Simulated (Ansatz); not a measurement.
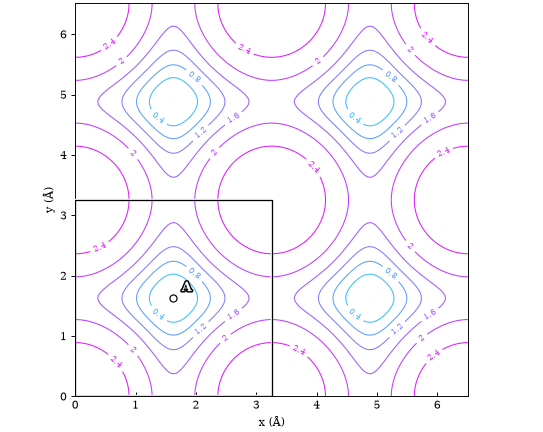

S on a Ti(100) slab cut from the Im-3m phase, its upper half relaxed before the scan (16 atoms of substrate and one adsorbate in a 2 × 2 cell). S is moved over the surface cell; relaxed at each place: the height of the adsorbate's atoms; substrate rigid; the origin of the map has the adsorbate above Ti13. Places are given modulo a cell vector. The map is drawn in real space over the plane of the surface. The grid has 8 × 8 points; 15 points were computed and 49 follow by symmetry. Places are given in fractions of the 1 × 1 surface cell. Energies: eV, counted from the lowest grid point. These are results of Ansatz, DFT PBE, scalar-relativistic, plane waves, PAW, not measurements. Settings: cutoff 420 eV, k-mesh 4×4×1, gaussian smearing 0.1 eV, no spin polarisation.

The picture shows contour lines labelled in eV, the outline of one cell of the 2 × 2 shown, the point A. Between grid points the surface is interpolated.

Q: Find the lowest pass out of the well at A.

A: The easiest path leads from the well at a fourfold hollow over a second-layer Ti atom, (4/8, 4/8) of the cell vectors to its copy one period on. Its highest point lies about 1.7 eV above the bottom of the first well on the interpolated surface, at a bridge site between two Ti atoms, (0/8, 4/8) of the cell vectors. This is the barrier on the constrained surface; relaxing the other coordinates would change it.

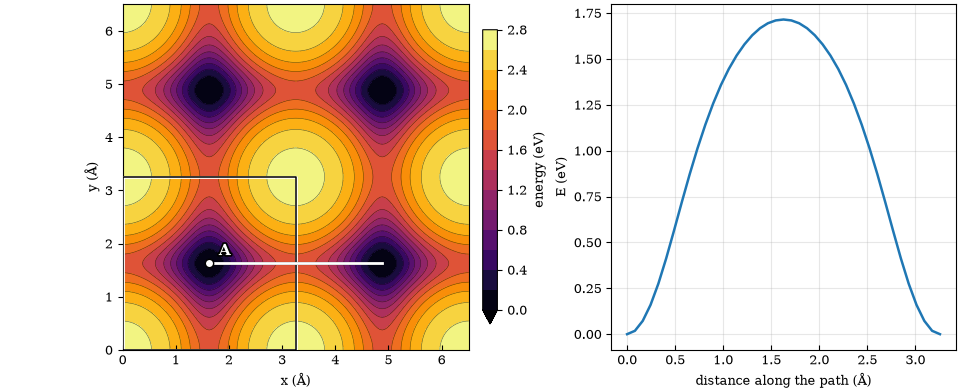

The picture shows filled contours, a line along the lowest path, the outline of one cell of the 2 × 2 shown, the energy along the path at the right. Between grid points the surface is interpolated.

PAW datasets: the set soft_1.
